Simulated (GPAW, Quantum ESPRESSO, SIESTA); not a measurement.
# Out-of-plane response of fcc Al under biaxial strain, QE, PBE

Calculated with Quantum ESPRESSO 7.5: PBE; plane waves, GBRV 1.5 ultrasoft, 45/270 Ry; k-mesh 8×8×8. The first two cell vectors are strained alike from typed lattice constants; the third vector's length and the atoms are relaxed.

```
in-plane strain (%)  100 ln(c/c at zero strain)
                 -4                           ?
                 -3                       3.368
                 -2                       2.196
                 -1                       1.127
                  0                           0
                 +1                      -0.752
                 +2                       -1.45
                 +3                      -2.271
                 +4                       -3.37
```

Task: Fit a second-order form in the logarithmic strain to the rows given and extrapolate to the withheld row.

Worked fit:

With u = ln[(1 + ε)/(1 + ε0)], counted from the row at ε0 = +0 % where y0 = 0, a second-order form y = y0 + a u + b u² makes v = (y − y0)/u a line in u.

```
         u         v
-0.0304592  -110.574
-0.0202027  -108.698
-0.0100503  -112.136
0.00995033  -75.5754
 0.0198026  -73.2226
 0.0295588  -76.8299
 0.0392207  -85.9240
```

With n = 7: mean u = 0.00540289, mean v = -91.8514, Σ(u − ū)² = 0.0041357, Σ(u − ū)(v − v̄) = 2.3218. Slope b = 2.3218 / 0.0041357 = 561.41; intercept a = v̄ − b ū = -94.885.

At the withheld row u = -0.04082, v = a + b u = -117.8, and y = y0 + u v.

Prediction at -4: 4.809. The run gave 3.987, so the fit is high by 0.82 (21 % of the value).

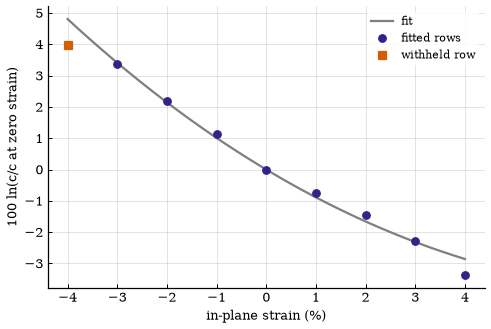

The fit, the rows that it rests on and the withheld row.

The first-order term says that the third edge changes by -0.95 % for each per cent of in-plane stretch at ε0. The second-order term makes up 19 % of v at the withheld row. Among the rows given, the largest miss of the fit is at +4, by 0.51 (7.0 % of the range of the table).

Limits: The nuclei are static. The DFT runs use Fermi–Dirac occupations of width 0.1 eV, and energies are free energies. The rows don't follow a smooth parabola (r.m.s. departure 2.0 % of their range), so v is no line in u and the first-order term is poorly fixed; a kink, the k-mesh or scatter of the relaxations can each do this.

[Logs are printed without paths, hosts, clocks, repeated set-up lines and the standing remarks that a program may print on its own settings, such as how far it seeks lower states.]

[Hosts, paths, dates, database ids (printed as entryN), source tags and the programs' standing remarks are cut or masked in the printed files.]
